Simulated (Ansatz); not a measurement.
# BP: geometry relaxation (part 5 of 7)

The same run, continued: BP (14 atoms in the cell); DFT PBE, scalar-relativistic, plane waves, PAW, spin-polarised (Ansatz 0.2.0); cutoff 420 eV, 1×1×1 k-mesh, Gaussian smearing of 0.05 eV, collinear spins. The structure derives from an entry of the Crystallography Open Database. The run did not end well. It belongs to a series of runs on one base structure; here: cluster of 14 atoms cut as a sphere about cell point 3/8, atoms shaken. The run did not end well; see the last part.

Geometry of the input (Å; fractional positions):
```
14.2000  0.0000  0.0000
0.0000  14.5000  0.0000
0.0000  0.0000  14.8000
B  0.3893  0.3708  0.3734
P  0.4555  0.4481  0.3122
P  0.4691  0.4651  0.6130
B  0.3780  0.5457  0.5284
B  0.7097  0.5318  0.5245
P  0.4572  0.3037  0.4569
P  0.4641  0.6206  0.4583
B  0.5509  0.3808  0.5310
B  0.5461  0.6973  0.5419
P  0.3108  0.4598  0.4650
P  0.6262  0.4588  0.4631
B  0.5444  0.5285  0.3933
B  0.5375  0.5348  0.6930
P  0.6138  0.6289  0.6174
```

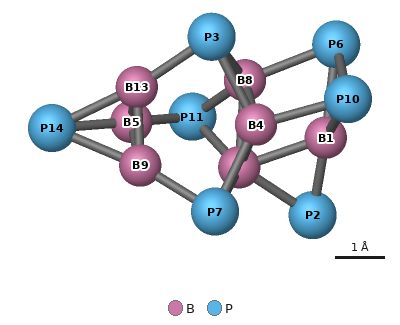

Fig. 1: The geometry at step 9 of the log (ball-and-stick view of the molecule without its box, seen at a tilt; atoms are numbered from 1 in the order of the input).

The program's output, continued:
```
  k-point 0 ↑: bands = ["-19.4441", "-18.2117", "-17.2487", "-16.1688", "-15.7433", "-14.1337", "-13.3827", "-12.6645", "-11.9660", "-10.7113", "-10.0064", "-9.5570", "-9.2118", "-8.9315", "-8.5409", "-8.3231", "-7.6824", "-7.6107", "-7.3917", "-7.1447", "-6.7663", "-6.6294", "-6.1313", "-6.0283", "-5.6366", "-5.3398", "-5.1447", "-4.7972", "-3.8857", "-3.0092", "-2.2243", "-1.7692", "-1.1312", "-0.8223", "-0.7162", "-0.6303", "-0.1933", "-0.1405", "-0.0544", "0.1894", "0.2354", "0.5326", "0.5900", "0.6845", "0.8358"]
  k-point 0 ↓: bands = ["-19.4441", "-18.2117", "-17.2487", "-16.1688", "-15.7433", "-14.1337", "-13.3827", "-12.6645", "-11.9660", "-10.7113", "-10.0064", "-9.5570", "-9.2118", "-8.9315", "-8.5409", "-8.3231", "-7.6825", "-7.6107", "-7.3917", "-7.1447", "-6.7663", "-6.6294", "-6.1313", "-6.0283", "-5.6366", "-5.3398", "-5.1447", "-4.7972", "-3.8857", "-3.0092", "-2.2243", "-1.7692", "-1.1312", "-0.8223", "-0.7162", "-0.6303", "-0.1933", "-0.1405", "-0.0544", "0.1894", "0.2354", "0.5326", "0.5900", "0.6845", "0.8358"]
End of that report.
Error: geometry relaxation did not converge after 40 steps: max|allowed force component| = 3.07e-2 eV/Å (threshold 3.0e-2). Raise `relax.max_steps` over both its present limit and 40, loosen `relax.f_tol`, or start from a geometry closer to equilibrium. Where this run's directory can be resumed (`checkpoint.write`), a resume goes on for up to `relax.max_steps` more
```

Trajectory as extended XYZ (Å, eV, eV/Å), 40 frames, from step=1 to step=40:
```
14
Lattice="14.2000 0.0000 0.0000 0.0000 14.5000 0.0000 0.0000 0.0000 14.8000" Properties=species:S:1:pos:R:3:forces:R:3 step=1 energy=-6361.40919
B     5.5276    5.3772    5.5269   -0.3805   0.0193   2.8650
P     6.4687    6.4971    4.6208    1.9630   2.7288  -1.7456
P     6.6615    6.7436    9.0728   -0.2562  -0.4032  -0.1551
B     5.3674    7.9124    7.8197    2.4862  -0.3011   0.3691
B    10.0774    7.7106    7.7628   -1.0763   1.0743   0.9564
P     6.4923    4.4036    6.7625    0.4027  -0.5024   1.1373
P     6.5898    8.9983    6.7825    0.6693   1.2040   0.5988
B     7.8230    5.5217    7.8586   -2.2311   0.2928   0.1648
B     7.7541   10.1111    8.0196   -1.5236  -1.3875  -1.3943
P     4.4127    6.6667    6.8823   -0.5211  -1.1540  -0.9191
P     8.8915    6.6524    6.8536    1.2182  -0.7388  -0.9160
B     7.7300    7.6634    5.8209   -2.0423  -0.1771  -0.1932
B     7.6330    7.7549   10.2560    0.6021   1.2781  -1.8880
P     8.7158    9.1195    9.1378    0.6907  -1.9328   1.1203
14
Lattice="14.2000 0.0000 0.0000 0.0000 14.5000 0.0000 0.0000 0.0000 14.8000" Properties=species:S:1:pos:R:3:forces:R:3 step=2 energy=-6363.88876
B     5.6270    5.4911    5.6500    0.2954   0.3676   2.4468
P     6.5131    6.5743    4.5589    1.0380   1.9327  -1.4198
P     6.6288    6.6898    9.1120   -0.4221  -0.2486  -0.0008
B     5.5062    7.8363    7.7955    1.9660  -0.3580   0.5763
B     9.9336    7.7698    7.8135   -1.3252   0.9230   0.7077
P     6.5004    4.3556    6.8345    0.0528  -0.3779   0.8395
P     6.5883    9.0433    6.7523    0.1745   1.2042   0.0404
B     7.7379    5.5689    7.8411   -1.6147   0.4143   0.0021
B     7.7279    9.9985    8.0093   -0.9259  -1.9035  -0.9604
P     4.3941    6.6611    6.8824   -0.2351  -1.0090  -0.8473
P     8.9021    6.6116    6.7963    1.0705  -0.3877  -0.5041
B     7.6629    7.6489    5.8371   -1.4147  -0.2689   0.0341
B     7.6495    7.8072   10.1515    0.2704   0.8002  -1.6493
P     8.7730    9.0761    9.1425    1.0702  -1.0886   0.7348
14
Lattice="14.2000 0.0000 0.0000 0.0000 14.5000 0.0000 0.0000 0.0000 14.8000" Properties=species:S:1:pos:R:3:forces:R:3 step=3 energy=-6366.19073
B     5.7304    5.5912    5.7822    0.9401   1.2873   1.2903
P     6.5296    6.6653    4.4852    0.3501   0.7353  -0.2239
P     6.5825    6.6589    9.1321   -0.4088  -0.5522   0.6255
B     5.6215    7.7810    7.7971    1.3425  -0.8355  -0.3193
B     9.8050    7.8451    7.8672   -1.4670   0.3900   0.2574
P     6.4981    4.3116    6.9078   -0.1095  -0.2411   0.6507
P     6.5612    9.1032    6.7133   -0.2403   0.7260  -0.3852
B     7.6493    5.6253    7.8224   -1.2405   0.6103  -0.7356
B     7.7158    9.8242    7.9830    0.0350  -1.9247   0.3575
P     4.3994    6.6273    6.8582    0.0052  -0.4566  -0.3562
P     8.9391    6.5872    6.7611    0.9298   0.0924  -0.1736
B     7.5862    7.6240    5.8660   -1.1663  -0.7945   0.1712
B     7.6602    7.8522   10.0326   -0.2170   0.5596  -1.3456
P     8.8664    9.0361    9.1686    1.2466   0.4037   0.1868
14
Lattice="14.2000 0.0000 0.0000 0.0000 14.5000 0.0000 0.0000 0.0000 14.8000" Properties=species:S:1:pos:R:3:forces:R:3 step=4 energy=-6368.07330
B     5.8303    5.7134    5.8975    0.8354   0.6266   0.4023
P     6.5453    6.7130    4.4482    0.0739   0.3623   0.1425
P     6.5439    6.6031    9.1851   -0.1525  -0.1506   0.7517
B     5.7426    7.6837    7.7569    0.9735  -0.2701  -0.4794
B     9.6774    7.9009    7.9039   -1.4296  -0.4354  -0.5088
P     6.4720    4.2871    6.9587   -0.1614   0.2694   0.3525
P     6.5458    9.1454    6.6802   -0.4349  -0.0242  -0.2021
B     7.5494    5.7024    7.7463   -0.4451   0.5955  -0.5284
B     7.7144    9.6584    8.0138    0.0328  -1.5829   0.2153
P     4.3924    6.5987    6.8353    0.1877  -0.1762  -0.0489
P     8.9944    6.5816    6.7295    0.2432   0.0857  -0.0087
B     7.4986    7.5539    5.9070   -0.4045  -0.3934   0.2559
B     7.6510    7.9229    9.9109   -0.2914   0.1219  -1.3500
P     8.9875    9.0680    9.2037    0.9729   0.9713   1.0061
14
Lattice="14.2000 0.0000 0.0000 0.0000 14.5000 0.0000 0.0000 0.0000 14.8000" Properties=species:S:1:pos:R:3:forces:R:3 step=5 energy=-6369.46407
B     5.9196    5.7894    5.9443    1.1006   0.3765   0.1550
P     6.5606    6.7714    4.4398   -0.1309   0.2534  -0.2423
P     6.5146    6.5745    9.2519    0.2748   0.2844   0.3289
B     5.8641    7.6189    7.7204    0.9458  -0.4488  -0.6559
B     9.4824    7.9015    7.8985   -1.3138   0.2003  -0.2970
P     6.4562    4.3219    7.0125   -0.6639   0.3746   0.0763
P     6.5129    9.1388    6.6584    0.0262  -0.0156   0.4834
B     7.4867    5.7889    7.7077   -0.2327   0.8741  -0.4167
B     7.7107    9.4670    8.0431    0.4256  -1.3211  -0.2162
P     4.4321    6.5754    6.8314   -0.1546  -0.4121   0.1441
P     8.9999    6.5533    6.6913    0.1179  -0.1834   0.4001
B     7.4591    7.5192    5.9352   -0.3782  -0.2656   0.8671
B     7.6460    7.9774    9.7618    0.0759  -0.0234  -0.8797
P     9.0996    9.1351    9.2806   -0.0925   0.3068   0.2529
14
Lattice="14.2000 0.0000 0.0000 0.0000 14.5000 0.0000 0.0000 0.0000 14.8000" Properties=species:S:1:pos:R:3:forces:R:3 step=6 energy=-6370.88568
B     6.0155    5.8632    5.9628    0.7242   0.7262  -0.2449
P     6.5729    6.8388    4.4259    0.0695   0.0124  -0.1023
P     6.5263    6.5835    9.2877    0.0605   0.3226   0.3263
B     5.9875    7.5295    7.6422    0.4272  -0.8540  -0.8680
B     9.2949    7.9505    7.8754   -1.2619   0.4046   0.1751
P     6.3834    4.3776    7.0442   -0.9770   0.2429   0.0219
P     6.5018    9.1337    6.6794    0.0358   0.1669   0.3624
B     7.4274    5.8822    7.6624   -0.3341   1.2219  -0.3940
B     7.7576    9.3043    8.0209    0.6610  -1.2796   0.0842
P     4.4460    6.5049    6.8408    0.2797  -0.7697   0.4910
P     9.0118    6.5196    6.7163    0.4930   0.0133   0.3020
B     7.4046    7.4628    6.0321   -0.4986  -0.3542   0.9559
B     7.6726    7.9952    9.6574    0.5786   0.2023  -1.0448
P     9.1424    9.1868    9.3294   -0.2579  -0.0555  -0.0647
14
Lattice="14.2000 0.0000 0.0000 0.0000 14.5000 0.0000 0.0000 0.0000 14.8000" Properties=species:S:1:pos:R:3:forces:R:3 step=7 energy=-6372.34245
B     6.0937    5.9463    5.9537   -0.0891   0.6508  -0.6562
P     6.6180    6.9010    4.4116    0.3577  -0.0609   0.2828
P     6.5316    6.6204    9.3161   -0.0044   0.1561   0.3114
B     6.0771    7.4223    7.5512   -0.5021  -0.4491  -0.4441
B     9.1053    7.9967    7.8775   -0.3681  -0.4762   0.6008
P     6.2606    4.4565    7.0672   -0.8931   0.3668   0.1837
P     6.4898    9.1295    6.7235   -0.1475   0.2777  -0.0427
B     7.3577    6.0102    7.6066   -0.0535   0.5726  -0.2833
B     7.8089    9.1363    8.0038   -0.2982  -0.2271   0.5162
P     4.4699    6.3665    6.8909    0.7393  -0.9102   0.5440
P     9.0532    6.5025    6.7648    0.4141   0.1953   0.0437
B     7.3590    7.4109    6.1373    0.0439  -0.3099   0.4116
B     7.7375    8.0081    9.5188    0.5242   0.0680  -1.4445
P     9.1825    9.2255    9.3538    0.2767   0.1461  -0.0236
14
Lattice="14.2000 0.0000 0.0000 0.0000 14.5000 0.0000 0.0000 0.0000 14.8000" Properties=species:S:1:pos:R:3:forces:R:3 step=8 energy=-6373.45699
B     6.1005    5.9985    5.9087    0.0726   0.6488  -0.9980
P     6.7022    6.9318    4.4145    0.2975  -0.1497   0.9094
P     6.5404    6.6511    9.3210   -0.2103  -0.1962   0.2030
B     6.0553    7.3773    7.5012   -0.4807  -0.1154   0.0063
B     9.0310    7.9581    7.9508   -0.3168  -0.5983   0.7091
P     6.1400    4.5223    7.0917   -0.5486   0.3304   0.1666
P     6.4617    9.1480    6.7405   -0.1979   0.0095  -0.0162
B     7.3263    6.0865    7.5595    0.1806  -0.2138  -0.3425
B     7.7839    9.0823    8.0399   -0.2471   0.5819  -0.2998
P     4.5100    6.2186    6.9724    0.1648  -0.6283   0.4057
P     9.1062    6.5047    6.7827   -0.2080   0.0767   0.0250
B     7.3512    7.3871    6.2044    0.4854  -0.0037   0.0611
B     7.8045    8.0156    9.3357    0.3039  -0.6757  -0.9035
P     9.2316    9.2506    9.3538    0.7046   0.9336   0.0738
14
Lattice="14.2000 0.0000 0.0000 0.0000 14.5000 0.0000 0.0000 0.0000 14.8000" Properties=species:S:1:pos:R:3:forces:R:3 step=9 energy=-6373.39307 accepted=F
B     6.1017    6.0653    5.8524   -0.5576  -0.2591   0.5211
P     6.8173    6.9803    4.4797    0.4443   0.1703  -0.4261
P     6.5503    6.6191    9.3271    0.5116   0.6461  -0.2975
B     6.0127    7.3352    7.4895   -0.1977   0.2696   0.2817
B     8.9500    7.8991    8.0601    2.9134  -0.4978  -2.2747
P     6.0108    4.5784    7.0966    0.9435  -0.8388  -0.1254
P     6.4070    9.1511    6.7421    0.1163  -0.4456   0.2452
B     7.3069    6.0852    7.5144   -0.0351  -0.4937   0.1056
B     7.7733    9.1086    8.0100   -0.0368   1.1380  -0.3404
P     4.5158    6.0932    7.0375   -0.6703   0.8502  -0.1642
P     9.1188    6.4909    6.8139   -0.2463   0.2205   0.2337
B     7.3905    7.3939    6.2715    0.0496   0.4798  -0.2304
B     7.8997    7.9715    9.1665   -2.5998  -0.9477   3.3522
P     9.2900    9.3607    9.3156   -0.6351  -0.2918  -0.8807
14
Lattice="14.2000 0.0000 0.0000 0.0000 14.5000 0.0000 0.0000 0.0000 14.8000" Properties=species:S:1:pos:R:3:forces:R:3 step=10 energy=-6373.79162
B     6.0881    6.0360    5.8742   -0.1960   0.2305  -0.1256
P     6.7862    6.9540    4.4578    0.2510   0.0106   0.0407
P     6.5398    6.6378    9.3229   -0.0149  -0.0550   0.0551
B     6.0169    7.3598    7.5050   -0.0428  -0.0769   0.0362
B     9.0293    7.9164    7.9903   -0.4281   0.0491   0.5318
P     6.0827    4.5452    7.0875   -0.1128   0.0373  -0.0138
P     6.4282    9.1387    6.7472   -0.1515  -0.0745  -0.0092
B     7.3170    6.0712    7.5347   -0.1004  -0.0201  -0.0798
B     7.7770    9.1237    8.0204    0.3167  -0.1451   0.1793
P     4.5051    6.1574    7.0119    0.0664  -0.2236   0.0492
P     9.1025    6.4974    6.7926   -0.0252  -0.1173  -0.0183
B     7.3819    7.4028    6.2341    0.0994   0.1389   0.2433
B     7.8324    7.9816    9.2902    0.3306  -0.0245  -0.6481
P     9.2577    9.3108    9.3080    0.0075   0.2706  -0.2408
14
Lattice="14.2000 0.0000 0.0000 0.0000 14.5000 0.0000 0.0000 0.0000 14.8000" Properties=species:S:1:pos:R:3:forces:R:3 step=11 energy=-6373.88702
B     6.0698    6.0750    5.8518   -0.0894   0.0397   0.0898
P     6.8758    6.9830    4.4802    0.1319   0.0097   0.1322
P     6.5627    6.6397    9.3423   -0.0261  -0.0094  -0.0128
B     5.9908    7.3386    7.5273    0.0126  -0.0469  -0.0007
B     9.0146    7.8906    8.0219    0.2611  -0.0479  -0.2784
P     6.0566    4.5430    7.0499    0.1335   0.0061  -0.0677
P     6.3879    9.1200    6.7791    0.0362   0.0230   0.0332
B     7.2860    6.0599    7.5305   -0.1025  -0.1224  -0.0227
B     7.7905    9.1187    8.0059   -0.0065   0.1152  -0.1990
P     4.4945    6.1234    7.0104   -0.0517   0.0335  -0.0078
P     9.0865    6.4667    6.8219    0.0431  -0.0092   0.0174
B     7.3914    7.4215    6.2826   -0.0755   0.0936   0.0374
B     7.8679    7.9760    9.2391   -0.2161  -0.0880   0.3996
P     9.2697    9.3764    9.2340   -0.0507   0.0030  -0.1204
14
Lattice="14.2000 0.0000 0.0000 0.0000 14.5000 0.0000 0.0000 0.0000 14.8000" Properties=species:S:1:pos:R:3:forces:R:3 step=12 energy=-6373.91190
B     6.0730    6.0941    5.8599   -0.1084   0.0082  -0.0026
P     6.9282    7.0099    4.5160    0.0292  -0.0193  -0.0060
P     6.5607    6.6383    9.3543    0.0309   0.0238  -0.0418
B     5.9801    7.3300    7.5403   -0.0224  -0.0300   0.0107
B     9.0186    7.8846    7.9972   -0.0081  -0.0069  -0.1137
P     6.0587    4.5400    7.0216    0.1083  -0.0355  -0.0208
P     6.3627    9.1188    6.7923   -0.0031   0.0088   0.0032
B     7.2726    6.0482    7.5404   -0.0249  -0.0826   0.0345
B     7.7900    9.1147    7.9802    0.0231  -0.0554  -0.1147
P     4.4882    6.1160    7.0006   -0.0150   0.0548  -0.0255
P     9.0815    6.4417    6.8290   -0.0342  -0.0084   0.0223
B     7.3896    7.4316    6.3215    0.0382   0.1079   0.0684
B     7.8673    7.9799    9.2384   -0.0029   0.0245   0.1504
P     9.2734    9.3847    9.1851   -0.0108   0.0100   0.0356
14
Lattice="14.2000 0.0000 0.0000 0.0000 14.5000 0.0000 0.0000 0.0000 14.8000" Properties=species:S:1:pos:R:3:forces:R:3 step=13 energy=-6373.92136
B     6.0741    6.1173    5.8595   -0.1351  -0.0948   0.0477
P     6.9745    7.0690    4.5616   -0.0419  -0.0655  -0.1217
P     6.5673    6.6432    9.3686    0.0011   0.0346   0.0107
B     5.9672    7.3168    7.5567    0.0145   0.0328  -0.0082
B     9.0091    7.8629    7.9824    0.0503  -0.0635  -0.1724
P     6.0693    4.5382    6.9959    0.0582   0.0148  -0.0835
P     6.3278    9.1114    6.7945    0.0230  -0.0204   0.0844
B     7.2626    6.0343    7.5610    0.0229  -0.0415  -0.0183
B     7.7950    9.0814    7.9266   -0.1144   0.0286  -0.1296
P     4.4851    6.1096    6.9921    0.0318   0.0363  -0.0820
P     9.0726    6.4052    6.8365    0.0138   0.0169   0.0698
B     7.4062    7.4522    6.3724    0.0155   0.0465   0.1517
B     7.8670    7.9957    9.2372    0.0357   0.1316   0.1240
P     9.2669    9.3952    9.1318    0.0246  -0.0564   0.1275
14
Lattice="14.2000 0.0000 0.0000 0.0000 14.5000 0.0000 0.0000 0.0000 14.8000" Properties=species:S:1:pos:R:3:forces:R:3 step=14 energy=-6373.93159
B     6.0671    6.1186    5.8523   -0.0328  -0.0040  -0.0676
P     6.9929    7.0886    4.5816   -0.0138  -0.0016  -0.0017
P     6.5781    6.6626    9.3805   -0.0431  -0.0467   0.0500
B     5.9565    7.3046    7.5663    0.0059   0.0094   0.0204
B     9.0098    7.8621    7.9619   -0.0697  -0.0365  -0.0560
P     6.0767    4.5295    6.9591    0.0185   0.0475   0.0402
P     6.3022    9.1068    6.8159    0.0204  -0.0206  -0.0150
B     7.2532    6.0183    7.5745    0.0331   0.0318   0.0186
B     7.8016    9.0755    7.8970   -0.0630  -0.0216  -0.0669
P     4.4795    6.1048    6.9658    0.0462   0.0115   0.0071
P     9.0663    6.3813    6.8542    0.0148   0.0052  -0.0121
B     7.4074    7.4583    6.4072    0.0403   0.0248   0.0687
B     7.8751    8.0248    9.2470    0.0879   0.0900  -0.0631
P     9.2784    9.3967    9.1136   -0.0447  -0.0892   0.0772
14
Lattice="14.2000 0.0000 0.0000 0.0000 14.5000 0.0000 0.0000 0.0000 14.8000" Properties=species:S:1:pos:R:3:forces:R:3 step=15 energy=-6373.94193
B     6.0551    6.1246    5.8325   -0.0425  -0.0381   0.0094
P     7.0052    7.1379    4.6116   -0.0371   0.0013  -0.0203
P     6.5846    6.6666    9.3957   -0.0324  -0.0010   0.0278
B     5.9578    7.2963    7.5799   -0.0126  -0.0119   0.0269
B     8.9949    7.8513    7.9433   -0.0239  -0.0248  -0.0608
P     6.0842    4.5375    6.9433    0.0176  -0.0006  -0.0054
P     6.2814    9.0926    6.8086    0.0419  -0.0220  -0.0158
B     7.2579    6.0105    7.5919    0.0286   0.0451   0.0121
B     7.7972    9.0577    7.8618   -0.0312   0.0260  -0.0795
P     4.4812    6.1070    6.9618    0.0686   0.0293  -0.0270
P     9.0728    6.3516    6.8653    0.0163   0.0174   0.0035
B     7.4294    7.4590    6.4444    0.0200   0.0545   0.1395
B     7.8690    8.0467    9.2457    0.0621   0.0499  -0.0569
P     9.2739    9.3933    9.0912   -0.0755  -0.1253   0.0465
14
Lattice="14.2000 0.0000 0.0000 0.0000 14.5000 0.0000 0.0000 0.0000 14.8000" Properties=species:S:1:pos:R:3:forces:R:3 step=16 energy=-6373.98093
B     6.0244    6.1348    5.7848   -0.0081  -0.0292  -0.0214
P     7.0340    7.2972    4.7210   -0.1620  -0.0261   0.1624
P     6.5922    6.6948    9.4398    0.0204   0.1014  -0.0014
B     5.9511    7.2744    7.6236   -0.0903  -0.0300   0.0939
B     8.9522    7.8177    7.8708    0.0998   0.1601  -0.0620
P     6.1233    4.5467    6.8844   -0.0177   0.0676  -0.0401
P     6.2189    9.0586    6.7881    0.0157  -0.2802  -0.2205
B     7.2680    5.9896    7.6520    0.0620  -0.0099  -0.0296
B     7.7966    9.0096    7.7332    0.2548   0.0849   0.2062
P     4.4949    6.1044    6.9387   -0.0432  -0.0034  -0.0796
P     9.0881    6.2588    6.8987   -0.0714  -0.0141   0.0355
B     7.4915    7.4723    6.5829    0.0865   0.1775   0.0411
B     7.8494    8.1151    9.2297   -0.1010  -0.1946  -0.0481
P     9.2602    9.3586    9.0291   -0.0455  -0.0041  -0.0365
14
Lattice="14.2000 0.0000 0.0000 0.0000 14.5000 0.0000 0.0000 0.0000 14.8000" Properties=species:S:1:pos:R:3:forces:R:3 step=17 energy=-6374.01847
B     5.9748    6.1380    5.7483    0.0062   0.0359   0.0442
P     7.0082    7.4148    4.8146   -0.1890   0.1345   0.1327
P     6.6013    6.7074    9.4649   -0.0055   0.1539  -0.0383
B     5.9347    7.2460    7.6582   -0.0369   0.0188   0.0747
B     8.9524    7.8291    7.8150    0.3433   0.1819   0.0270
P     6.1285    4.5663    6.8472    0.0943   0.0071  -0.0472
P     6.2035    8.9887    6.7277    0.0310  -0.4176  -0.2759
B     7.2898    5.9731    7.6878    0.0852  -0.0978  -0.0864
B     7.8115    8.9842    7.6580    0.3136   0.3954   0.3952
P     4.4746    6.1033    6.9139    0.0320   0.0288   0.0138
P     9.1223    6.2070    6.9392   -0.3538  -0.0599   0.1546
B     7.5666    7.4830    6.6786   -0.1209  -0.1972  -0.4393
B     7.8384    8.1428    9.2080   -0.1711  -0.2555   0.0954
P     9.2382    9.3489    9.0155   -0.0283   0.0716  -0.0505
```
